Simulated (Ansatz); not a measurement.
H: several calculations on one system

**1. Relaxation**

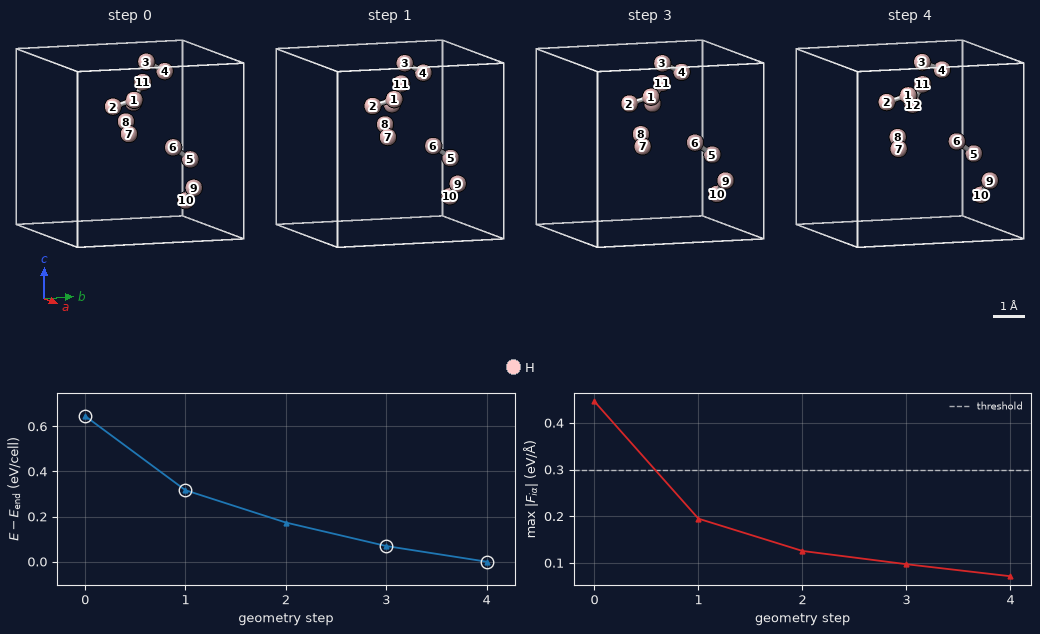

Frames of a relaxation of an amorphous cell of composition H, marked on the history of the run. The picture is a ball-and-stick view of the cell of the calculation, seen slightly off an axis.

The cell holds 6 H2. The run prepares the start of a later molecular dynamics calculation, from a guessed geometry.

All numbers below come from Ansatz, DFT PBE-D3(BJ), scalar-relativistic, plane waves, PAW.

Input file:
```yaml
accuracy: low
crystal:
  lattice:
    - [5.828477, 0.0, 0.0]
    - [0.0, 5.828477, 0.0]
    - [0.0, 0.0, 5.828477]
  atoms:
    - { symbol: H, position: [0.8923695, 0.3807589, 0.8066212] }
    - { symbol: H, position: [0.8413577, 0.2720346, 0.7669582] }
    - { symbol: H, position: [0.4851064, 0.6037058, 0.9600381] }
    - { symbol: H, position: [0.4826353, 0.7152275, 0.9004299] }
    - { symbol: H, position: [0.1053232, 1.0078085, 0.334987] }
    - { symbol: H, position: [0.1058244, 0.904924, 0.4085456] }
    - { symbol: H, position: [0.586934, 0.4614511, 0.5686222] }
    - { symbol: H, position: [0.4756666, 0.4843717, 0.6242149] }
    - { symbol: H, position: [0.4967444, 0.8846129, 0.2304844] }
    - { symbol: H, position: [0.4026199, 0.8720595, 0.146942] }
    - { symbol: H, position: [0.1923128, 0.6900911, 0.8014676] }
    - { symbol: H, position: [0.179069, 0.6392526, 0.6864181] }
basis:
  ecutwfc: 420.0
kpoints:
  mp_grid: { grid: [1, 1, 1] }
hamiltonian:
  xc: pbe
  dispersion: d3bj
scf:
  occupations: { method: fermi_dirac, width: 0.02 }
  lower_state_search: "off"
relax:
  f_tol: 0.3
  max_steps: 15
  adjacent_minimum: "off"
```

Run as
```bash
ansatz run input.yaml --threads 1 --pin off --max-ram 3072MiB --backend cpu --events-out ev --progress --plain --runs-dir out
```

Describe the path.

The largest move is that of H7, 0.59 Å roughly along [0 −2 −3]. The cell stays as it was. Near-neighbour distances that change, for instance: H11–H12 0.737 → 0.747 Å. The energy falls by 0.646 eV per cell of the calculation in 4 geometry steps. The largest force component goes from 0.45 to 0.072 eV/Å. The run took 2.5 s on 1 thread of Arm Neoverse V1, with other jobs on the host, peak memory 0.26 GiB. From step 0 to 1: H4 moves most (0.20 Å), energy −0.329 eV per cell of the calculation. From step 1 to 3: H atoms move most (0.35 Å), energy −0.247 eV per cell of the calculation. From step 3 to 4: H4 moves most (0.19 Å), energy −69.4 meV per cell of the calculation.

Limits of the set-up: the program's low-accuracy preset was used; the periodic images lie only 5.8 Å apart, so the values are limited by the cell's size.

**2. Dynamics**

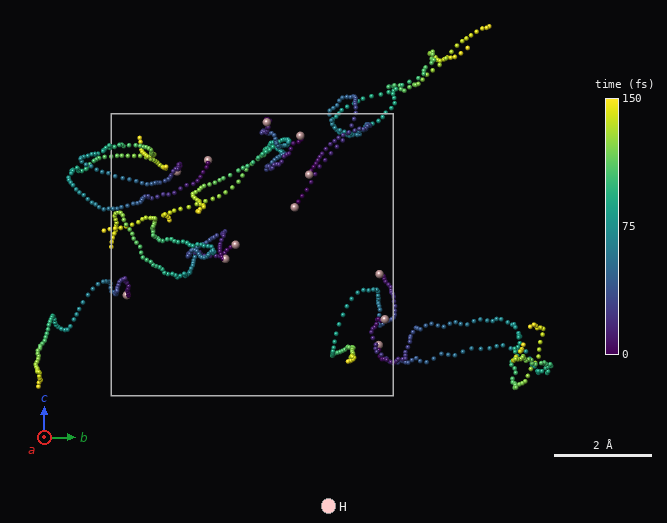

A Born-Oppenheimer molecular dynamics run of a periodic cell with 6 H2 at 0.101 g/cm³, 150 fs long. Dots mark each atom's position at evenly spaced times, coloured by time; spheres stand at the starting positions. Seen along the a axis in the simulation cell.

Method: Ansatz 0.2.0, DFT PBE-D3(BJ), scalar-relativistic, plane waves, PAW. Set-up: plane-wave cutoff 420 eV; k-point mesh 1 × 1 × 1; Fermi-Dirac smearing 0.02 eV; low-accuracy preset; Langevin thermostat (NVT); set temperature 1500 K; time step 0.5 fs; friction 0.02 per fs.

What do the traces tell about the motion?

In the second half of the run the atoms are, in the root-mean-square, this far from where they began (common drift taken out): H 3.09 Å. The molecules turn and drift from their places. The mean temperature in the second half is 1475 K (standard deviation 151 K). The potential energy in the second half lies on average 41.1 meV per atom above the first frame.

Limits of the set-up: the program's low-accuracy preset was used; the periodic images lie only 5.8 Å apart, so the values are limited by the cell's size.

**3. Dynamics**

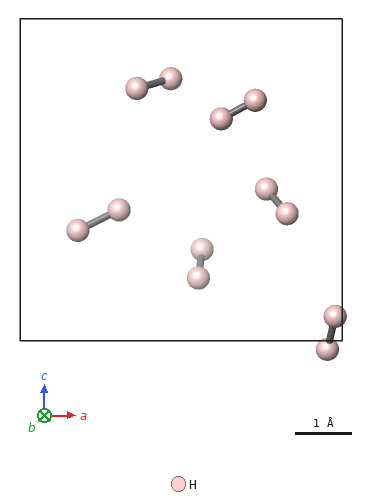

Starting frame of a dynamics run of a periodic cell with 6 H2 at 0.101 g/cm³. It starts from the last geometry of an earlier run, with fresh velocities. A ball-and-stick model of the simulation cell, seen along the b axis.

Computed with DFT PBE-D3(BJ), scalar-relativistic, plane waves, PAW in Ansatz.

The input:
```yaml
accuracy: low
crystal:
  lattice:
    - [5.828477, 0.0, 0.0]
    - [0.0, 5.828477, 0.0]
    - [0.0, 0.0, 5.828477]
  atoms:
    - { symbol: H, position: [0.95048416, 0.22161314, 0.96937814] }
    - { symbol: H, position: [0.97471296, 0.12790578, 1.07171555] }
    - { symbol: H, position: [0.4638071, 0.33763762, 0.81005691] }
    - { symbol: H, position: [0.35851788, 0.23342093, 0.77975989] }
    - { symbol: H, position: [0.54965625, 0.769046, 0.19055867] }
    - { symbol: H, position: [0.5612327, 0.86643409, 0.27942956] }
    - { symbol: H, position: [0.62068647, 0.02734728, 0.68533452] }
    - { symbol: H, position: [0.72640328, 0.00121282, 0.74295599] }
    - { symbol: H, position: [1.17539676, 1.48798827, 0.33861917] }
    - { symbol: H, position: [1.30305598, 1.51224698, 0.40232274] }
    - { symbol: H, position: [-0.17469325, 1.29036209, 1.3905445] }
    - { symbol: H, position: [-0.23885658, 1.36703829, 1.46696112] }
basis:
  ecutwfc: 250.0
kpoints:
  mp_grid: { grid: [1, 1, 1] }
hamiltonian:
  xc: pbe
  dispersion: d3bj
scf:
  occupations: { method: fermi_dirac, width: 0.02 }
  lower_state_search: "off"
  max_iter: 98
md:
  timestep: 0.75
  n_steps: 200
  ensemble: npt_langevin
  temperature: 1500.0
  initial_velocities: maxwell_boltzmann
  seed: 859682
  friction: 0.005
  pressure: 10.0
  fix_cell: [shape]
```

Launched with:
```bash
ansatz run input.yaml --threads 1 --pin off --max-ram 3072MiB --backend cpu --events-out ev --progress --plain --runs-dir out
```

Question: Predict how the run goes.

Answer: The mean temperature in the second half is 1695 K (standard deviation 221 K). The potential energy is still drifting at the end, so the run hasn't reached equilibrium. The pressure hasn't settled at its target of 10.0 GPa. The potential energy in the second half lies on average 201 meV per atom above the first frame. The mean pressure there is 13.5 GPa. The volume ends −67.0 % from the start. In the second half of the run the atoms are, in the root-mean-square, this far from where they began (common drift taken out): H 1.86 Å. The molecules turn and drift from their places. The conserved quantity moves between −2.6 and 8.4 meV per atom from its start, in jumps that begin near 0.8 fs. That is too much for reliable dynamics. The plane-wave cutoff is below what these potentials need, so energies and forces are off.

Along the run (each row but the first and the last is the mean over the interval that it begins):

| time (fs) | potential energy (meV/atom) | T (K) | p (GPa) |
| --- | --- | --- | --- |
| 0.0 | 0.0 | 1375 | 0.5 |
| 18.8 | 17.9 | 1442 | 1.4 |
| 37.5 | 65.3 | 1383 | 2.8 |
| 56.2 | 83.4 | 1392 | 4.3 |
| 75.0 | 137.8 | 1587 | 8.1 |
| 93.8 | 155.7 | 1847 | 10.8 |
| 112.5 | 204.4 | 1620 | 14.5 |
| 131.2 | 302.0 | 1703 | 20.6 |
| 150.0 | 282.5 | 2276 | 21.0 |

The paths of the atoms:

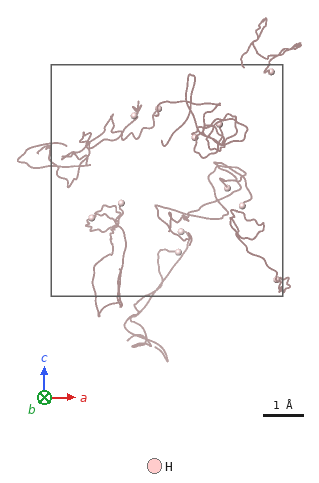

Limits of the set-up: the cutoff lies below the recommended one; the program's low-accuracy preset was used; the periodic images lie only 5.8 Å apart, so the values are limited by the cell's size.
